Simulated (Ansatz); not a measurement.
Al₃GaN₄

```
CELL_PARAMETERS angstrom
4.48406 0.00000 0.00000
0.00000 4.48406 0.00000
0.00000 0.00000 4.48406
ATOMIC_POSITIONS crystal
Al 0.50000 0.50000 0.00000
Al 0.50000 0.00000 0.50000
Al 0.00000 0.50000 0.50000
Ga 0.00000 0.00000 0.00000
N 0.74471 0.74471 0.25529
N 0.74471 0.25529 0.74471
N 0.25529 0.74471 0.74471
N 0.25529 0.25529 0.25529
```

Space group P-43m; a structure from a database of computed crystals, not necessarily the ambient phase; computed pressure about −9 GPa in this cell.

Method: Ansatz, DFT PBEsol, scalar-relativistic, plane waves, PAW.

In a PAW calculation such maps are meaningful between the atoms, not at the nuclei.

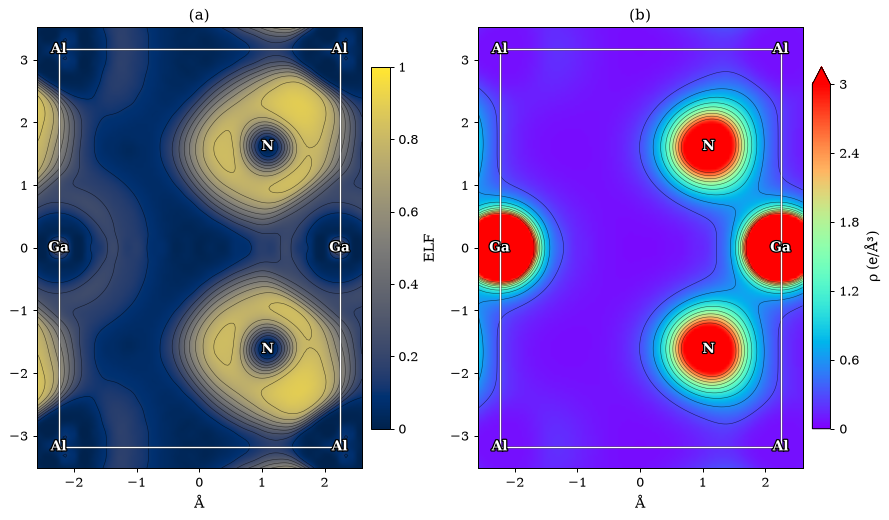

Figure 1. (a) electron localisation function; (b) valence electron density on the (110) plane of the conventional cell.

Q: What do the fields say about this system?

A:
- The section cuts through Al, Ga and N sites.
- Al–N (1.93 Å): ρ is about 0.65 e/Å³ halfway; the ELF peaks at about 0.90 between the atoms, as expected for a polar covalent bond.
- Ga–N (1.98 Å): the density is about 0.69 e/Å³ at the midpoint; the ELF peaks at about 0.85 in the valence shell of N, 0.7 Å from its nucleus, and is about 0.45 at the midpoint.
- Between the atoms the lowest density in this plane is 0.04 e/Å³.

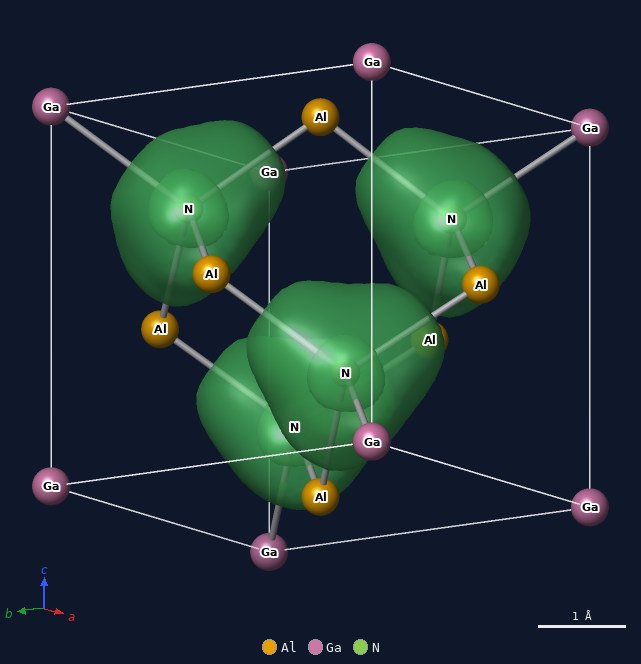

Figure 2. Isosurface of the electron localisation function at 0.7 (green), seen at an oblique angle. Only the valence region is drawn (cores and ρ < 0.01 e/Å³ removed). Sticks mark near contacts.

Q: Describe the localisation domains.

A: At this value the surface marks out four regions on N in which the atom's valence shell and bonds are merged, counted in one cell of 8 atoms. Any copies at cell faces, edges or corners count once.

Q: Does the calculation make it a metal, or give it a gap?

A: It is gapped, with a Kohn–Sham gap of 3.0 eV on the k-point mesh (the band edges may lie off the mesh, which would make the gap smaller).
